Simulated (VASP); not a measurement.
# Geometry relaxation, with input and output: FeSi$_{2}$ (part 2 of 3)

The same run, continued: FeSi$_{2}$ (P4/mmm, 3 atoms in the cell); Kohn-Sham DFT of a periodic cell, PBEsol, VASP PAW PBE potentials, recommended, no spin polarisation (VASP 6.6.1); cutoff 600 eV, 16×16×8 k-mesh, Gaussian smearing of 0.1 eV. The structure derives from an entry of the Crystallography Open Database.

Geometry of the input (Å; fractional positions):
```
2.6840  0.0000  0.0000
0.0000  2.6840  0.0000
0.0000  0.0000  5.1280
Fe 0.0000  0.0000  0.0000
Si 0.5000  0.5000  0.2700
Si 0.5000  0.5000  0.7300
```

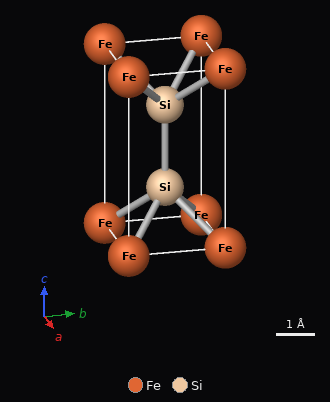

Fig. 1: The structure as given in the input (ball-and-stick view of the cell of the calculation, seen at an oblique angle).

**Parts of OUTCAR, continued**
```
   k-points           NKPTS =    225   k-points in BZ     NKDIM =    225   number of bands    NBANDS=     12
   number of dos      NEDOS =    301   number of ions     NIONS =      3
   total plane-waves  NPLWV =  24192
   dimension x,y,z NGX =    24 NGY =   24 NGZ =   42
   dimension x,y,z NGXF=    48 NGYF=   48 NGZF=   84
   ions per type =               1   2
   NGX,Y,Z   is equivalent  to a cutoff of  14.87, 14.87, 13.62 a.u.
   NGXF,Y,Z  is equivalent  to a cutoff of  29.73, 29.73, 27.23 a.u.
 SYSTEM =  FeSi2
   PREC   = accura    normal or accurate (medium, high low for compatibility)
   ISTART =      0    job   : 0-new  1-cont  2-samecut
   ICHARG =      2    charge: 1-file 2-atom 10-const
   ISPIN  =      1    spin polarized calculation?
   LNONCOLLINEAR =      F non collinear calculations
   LSORBIT =      F    spin-orbit coupling
   LASPH  =      T    aspherical Exc in radial PAW
   ENCUT  =  600.0 eV  44.10 Ry    6.64 a.u.   5.36  5.36 10.24*2*pi/ulx,y,z
   NELM   =     80;   NELMIN=  2; NELMDL= -5     # of ELM steps
   EDIFF  = 0.1E-06   stopping-criterion for ELM
   LREAL  =      F    real-space projection
   EDIFFG = -.4E-02   stopping-criterion for IOM
   NSW    =     80    number of steps for IOM
   IBRION =      2    ionic relax: 0-MD 1-quasi-New 2-CG
   NFREE  =      1    steps in history (QN), initial steepest desc. (CG)
   ISIF   =      3    stress and relaxation
   ISYM   =      2    0-nonsym 1-usesym 2-fastsym
   POTIM  = 0.5000    time-step for ionic-motion
   TEBEG  =    0.0;   TEEND  =   0.0 temperature during run
   PSTRESS=    0.0 pullay stress
   NELECT =      16.0000    total number of electrons
   NUPDOWN=      -1.0000    fix difference up-down
   EMIN   =  10.00;   EMAX   =-10.00  energy-range for DOS
   EFERMI =   0.00;   METHOD = LEGACY
   ISMEAR =     0;   SIGMA  =   0.10  broadening in eV -4-tet -1-fermi 0-gaus
   EFERMI_NEDOS =   21; number of points for ismear=-14 and -15
   IALGO  =     68    algorithm
   IMIX   =      4    mixing-type and parameters
     AMIX     =   0.40;   BMIX     =  1.00
     AMIX_MAG =   1.60;   BMIX_MAG =  1.00
  volume/ion in A,a.u.               =      12.31        83.10
  Fermi-wavevector in a.u.,A,eV,Ry     =   1.238636  2.340683 20.874330  1.534220
  Thomas-Fermi vector in A             =   2.373153
   LORBIT       =      0    0 simple, 1 ext, 2 COOP (PROOUT), +10 PAW based schemes
   GGA     = PS    functional components
   LHFCALC =     F    Hartree Fock is set to
   AEXX    =    0.0000 exact exchange contribution
   IVDW    =     0    specifies the selected vdW correction
   LEPSILON=     F    determine dielectric tensor
   LRPA    =     F    only Hartree local field effects (RPA)
 conjugate gradient relaxation of ions
 non-spin polarized calculation
 RMM-DIIS sequential band-by-band and
 Gauss-broadening in eV      SIGMA  =   0.10
  energy-cutoff  :      600.00
  volume of cell :       36.94
 maximum number of plane-waves:      1253
 NGX is ok and might be reduce to    24
   NGX = 11   NGY = 11   NGZ = 21

--------------------------------------- Ionic step        1  -------------------------------------------

 number of electron      16.0000000 magnetization

 Free energy of the ion-electron system (eV)
  ---------------------------------------------------
  ext. energy  EPLUGINS =         0.00000000
  ---------------------------------------------------
  free energy    TOTEN  =       -21.94992717 eV

  energy without entropy =      -21.94464329  energy(sigma->0) =      -21.94728523

 E-fermi :   9.9240     XC(G=0): -12.0760     alpha+bet :-17.1811

 val. band max:        9.9124958582   @ k =   0.4375   0.2500   0.0000
 cond. band min:       9.9276228651   @ k =   0.5000   0.4375   0.3750
 fundamental gap:      0.0151270069
 Fermi energy:         9.9240441827

 k-point     1 :       0.0000    0.0000    0.0000
  band No.  band energies     occupation
      1      -4.0364      2.00000
      2       0.7224      2.00000
      3       1.9428      2.00000
      4       6.3015      2.00000
      5       8.2657      2.00000
      6       8.3947      2.00000
      7       8.3947      2.00000
      8       9.2645      2.00000
      9      14.5000      0.00000
     10      14.5000      0.00000
     11      16.3836      0.00000
     12      17.1072      0.00000

 k-point     2 :       0.0625    0.0000    0.0000
  band No.  band energies     occupation
      1      -3.9567      2.00000
      2       0.7783      2.00000
      3       2.0193      2.00000
      4       6.3009      2.00000
      5       8.2627      2.00000
      6       8.3239      2.00000
      7       8.4097      2.00000
      8       9.1913      2.00000
      9      13.6263      0.00000
     10      14.6132      0.00000
     11      16.4760      0.00000
     12      17.3512      0.00000

 k-point     3 :       0.1250    0.0000    0.0000
  band No.  band energies     occupation
      1      -3.7185      2.00000
      2       0.9435      2.00000
      3       2.2466      2.00000
      4       6.2716      2.00000
      5       8.1223      2.00000
      6       8.2336      2.00000
      7       8.4528      2.00000
      8       8.9950      2.00000
      9      12.1917      0.00000
     10      14.9337      0.00000
     11      16.0749      0.00000
     12      16.7838      0.00000

 k-point     4 :       0.1875    0.0000    0.0000
  band No.  band energies     occupation
      1      -3.3257      2.00000
      2       1.2109      2.00000
      3       2.6183      2.00000
      4       6.1112      2.00000
      5       7.8164      2.00000
      6       8.1187      2.00000
      7       8.5184      2.00000
      8       8.7282      2.00000
      9      10.9667      0.00000
     10      14.8276      0.00000
     11      15.4195      0.00000
     12      16.8853      0.00000

 k-point     5 :       0.2500    0.0000    0.0000
  band No.  band energies     occupation
      1      -2.7850      2.00000
      2       1.5659      2.00000
      3       3.1220      2.00000
      4       5.6225      2.00000
      5       7.4368      2.00000
      6       7.8905      2.00000
      7       8.4451      2.00000
      8       8.5971      2.00000
      9      10.2494      0.00000
     10      13.6764      0.00000
     11      15.4111      0.00000
     12      16.0304      0.00000

 [... the levels of 18 k-points are left out ...]

 k-point    24 :       0.5000    0.1250    0.0000
  band No.  band energies     occupation
      1       0.2146      2.00000
      2       2.2539      2.00000
      3       3.1562      2.00000
      4       5.4032      2.00000
      5       5.9530      2.00000
      6       7.0052      2.00000
      7       7.9477      2.00000
      8       9.1273      2.00000
      9      10.0141      0.20274
     10      11.3720      0.00000
     11      12.2932      0.00000
     12      15.2696      0.00000

 [... further k-points ...]

------------------------ aborting loop because EDIFF is reached ----------------------------------------

  FORCE on cell =-STRESS in cart. coord.  units (eV):
  Direction    XX          YY          ZZ          XY          YZ          ZX
  --------------------------------------------------------------------------------------
  -------------------------------------------------------------------------------------
  Total       -0.1715538     -0.1715538     -0.5057711      0.0000000      0.0000000     -0.0000000
  in kB       -7.4404293     -7.4404293    -21.9357047      0.0000000      0.0000000     -0.0000000
  external PRESSURE =     -12.2721878 kB  Pullay stress =       0.0000000 kB

 VOLUME and BASIS-vectors are now :
 -----------------------------------------------------------------------------
  energy-cutoff  :      600.00
  volume of cell :       36.94
      direct lattice vectors                 reciprocal lattice vectors
     2.684000000  0.000000000  0.000000000     0.372578241  0.000000000  0.000000000
     0.000000000  2.684000000  0.000000000     0.000000000  0.372578241  0.000000000
     0.000000000  0.000000000  5.128000000     0.000000000  0.000000000  0.195007800

 POSITION                                       TOTAL-FORCE (eV/Angst)
 -----------------------------------------------------------------------------------
      0.00000      0.00000      0.00000         0.000000     -0.000000     -0.000000
      1.34200      1.34200      1.38456         0.000000     -0.000000      0.288111
      1.34200      1.34200      3.74344        -0.000000      0.000000     -0.288111
 -----------------------------------------------------------------------------------
    total drift:                                0.000000      0.000000     -0.000000

  FREE ENERGIE OF THE ION-ELECTRON SYSTEM (eV)
  ---------------------------------------------------
  free  energy   TOTEN  =       -21.9499271679 eV

  energy  without entropy=      -21.9446432894  energy(sigma->0) =      -21.94728523

--------------------------------------- Ionic step        2  -------------------------------------------

 number of electron      15.9999998 magnetization

------------------------ aborting loop because EDIFF is reached ----------------------------------------

  FORCE on cell =-STRESS in cart. coord.  units (eV):
  Direction    XX          YY          ZZ          XY          YZ          ZX
  --------------------------------------------------------------------------------------
  -------------------------------------------------------------------------------------
  Total        0.1194604      0.1194604      0.5766626      0.0000000      0.0000000      0.0000000
  in kB        5.2525188      5.2525188     25.3551091      0.0000000      0.0000000      0.0000000
  external PRESSURE =      11.9533823 kB  Pullay stress =       0.0000000 kB

 VOLUME and BASIS-vectors are now :
 -----------------------------------------------------------------------------
  energy-cutoff  :      600.00
  volume of cell :       36.44
      direct lattice vectors                 reciprocal lattice vectors
     2.676595548  0.000000000 -0.000000000     0.373608930 -0.000000000  0.000000000
     0.000000000  2.676595548  0.000000000     0.000000000  0.373608930  0.000000000
    -0.000000000  0.000000000  5.086292707     0.000000000 -0.000000000  0.196606852

 POSITION                                       TOTAL-FORCE (eV/Angst)
 -----------------------------------------------------------------------------------
     -0.00000      2.67660      5.08629         0.000000      0.000000      0.000000
      1.33830      1.33830      1.38709         0.000000      0.000000     -0.124410
      1.33830      1.33830      3.69921        -0.000000      0.000000      0.124410
 -----------------------------------------------------------------------------------
    total drift:                                0.000000      0.000000      0.000000

  FREE ENERGIE OF THE ION-ELECTRON SYSTEM (eV)
  ---------------------------------------------------
  free  energy   TOTEN  =       -21.9524340793 eV

  energy  without entropy=      -21.9474469335  energy(sigma->0) =      -21.94994051

--------------------------------------- Ionic step        3  -------------------------------------------

 number of electron      15.9999999 magnetization

------------------------ aborting loop because EDIFF is reached ----------------------------------------

  FORCE on cell =-STRESS in cart. coord.  units (eV):
  Direction    XX          YY          ZZ          XY          YZ          ZX
  --------------------------------------------------------------------------------------
  -------------------------------------------------------------------------------------
  Total        0.0018685      0.0018685      0.1393862      0.0000000      0.0000000      0.0000000
  in kB        0.0817316      0.0817316      6.0969079      0.0000000      0.0000000      0.0000000
  external PRESSURE =       2.0867904 kB  Pullay stress =       0.0000000 kB

 VOLUME and BASIS-vectors are now :
 -----------------------------------------------------------------------------
  energy-cutoff  :      600.00
  volume of cell :       36.63
      direct lattice vectors                 reciprocal lattice vectors
     2.679396932  0.000000000 -0.000000000     0.373218312 -0.000000000  0.000000000
     0.000000000  2.679396932  0.000000000     0.000000000  0.373218312  0.000000000
    -0.000000000  0.000000000  5.102072149     0.000000000 -0.000000000  0.195998796

 POSITION                                       TOTAL-FORCE (eV/Angst)
 -----------------------------------------------------------------------------------
      0.00000      0.00000     -0.00000         0.000000     -0.000000      0.000000
      1.33970      1.33970      1.38611        -0.000000      0.000000      0.041938
      1.33970      1.33970      3.71596         0.000000      0.000000     -0.041938
 -----------------------------------------------------------------------------------
    total drift:                               -0.000000      0.000000      0.000000

  FREE ENERGIE OF THE ION-ELECTRON SYSTEM (eV)
  ---------------------------------------------------
  free  energy   TOTEN  =       -21.9540510806 eV

  energy  without entropy=      -21.9489580268  energy(sigma->0) =      -21.95150455

--------------------------------------- Ionic step        4  -------------------------------------------

 number of electron      15.9999999 magnetization

------------------------ aborting loop because EDIFF is reached ----------------------------------------
```
